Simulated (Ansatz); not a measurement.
**MnSi: density, localisation and related maps**

Input file:

```
crystal:
  lattice:
    - [4.5584644191, 0.0, 0.0]
    - [0.0, 4.5584644191, 0.0]
    - [0.0, 0.0, 4.5584644191]
  atoms:
    - { symbol: Mn, position: [0.1361490177, 0.1361490177, 0.1361490177], spin: 1.0 }
    - { symbol: Mn, position: [0.3638509823, 0.8638509823, 0.6361490177], spin: 1.0 }
    - { symbol: Mn, position: [0.6361490177, 0.3638509823, 0.8638509823], spin: 1.0 }
    - { symbol: Mn, position: [0.8638509823, 0.6361490177, 0.3638509823], spin: 1.0 }
    - { symbol: Si, position: [0.8449806845, 0.8449806845, 0.8449806845] }
    - { symbol: Si, position: [0.6550193155, 0.1550193155, 0.3449806845] }
    - { symbol: Si, position: [0.3449806845, 0.6550193155, 0.1550193155] }
    - { symbol: Si, position: [0.1550193155, 0.3449806845, 0.6550193155] }
basis:
  ecutwfc: 420
kpoints:
  mp_grid: { grid: [8, 8, 8] }
hamiltonian:
  xc: pbesol
scf:
  occupations: { method: gaussian, width: 0.1 }
output:
  forces: true
  stress: true
  eigenvalues: true
  populations: true
  write_density: true
  write_potential: true
  elf: true
  volumetric_format: npy
magnetization:
  spin_polarized: true
relax:
  adjacent_minimum: "off"
  f_tol: 0.01
  max_steps: 30
```

Run with:

```sh
ansatz run input.yaml --threads 2 --pin off --max-ram 5120MiB --backend cpu --events-out ev --progress --plain --runs-dir out
```

Below, planes, directions and counts refer to the conventional cell (a = 4.56 Å, b = 4.56 Å, c = 4.56 Å, α = 90.00°, β = 90.00°, γ = 90.00°).

Space group P2₁3; changed on purpose from its base cell (volume × 1.06, shape and atoms relaxed); computed pressure about −11 GPa in this cell; spin-polarised.

Computed with Ansatz 0.2.0, DFT PBEsol, scalar-relativistic, plane waves, PAW.

Core electrons are frozen (PAW), and the valence fields are smoothed inside the atomic spheres.

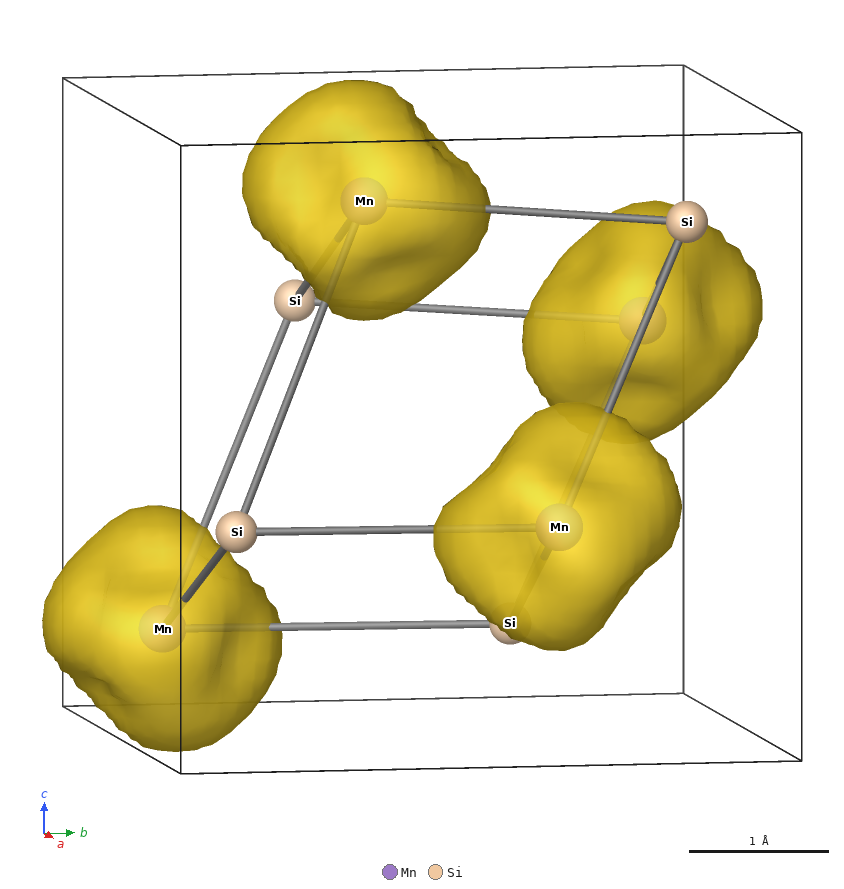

Figure 1. Isosurface of the magnetisation density (up minus down) at +0.1 e/Å³ (yellow), seen slightly off an axis. Sticks mark near contacts.

Describe the spin distribution.

The spin density sits on Mn: +1.0 μB (×4) in one cell of 8 atoms: parallel main moments (a ferromagnetic arrangement) in this solution. The cell of the calculation (8 atoms) carries 3.9 μB of net spin moment.

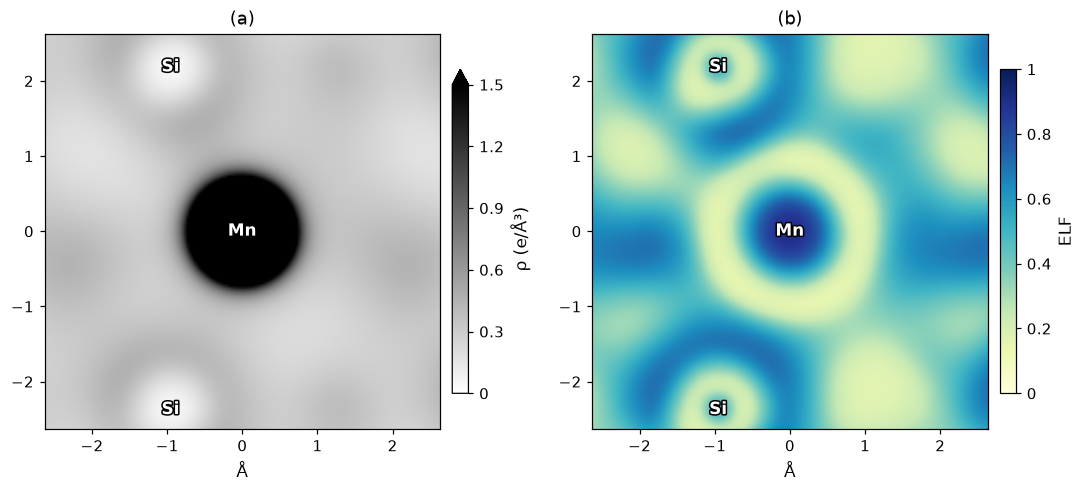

Figure 2. (a) valence pseudo-density; (b) ELF on the (100) plane of the conventional cell.

What do the fields say about this system?

- The plane passes through Mn and Si nuclei.
- Mn–Si (2.39 Å): ρ at the midpoint is about 0.43 e/Å³; the ELF peaks at about 0.70 in the valence shell of Si, 0.9 Å from its nucleus, and is about 0.45 at the midpoint.
- Mn–Si (2.56 Å): ρ is about 0.34 e/Å³ halfway; the ELF peaks at about 0.70 in the valence shell of Si, 0.9 Å from its nucleus, and is about 0.45 at the midpoint.
- Between the atoms the lowest density in this plane is 0.17 e/Å³.
- The features right at Mn lie inside the PAW spheres, where the map follows smoothed inner orbitals and isn't to be read closely.

Does the calculation give a band gap?

It is metallic or semimetallic at this level of theory: no gap opens.
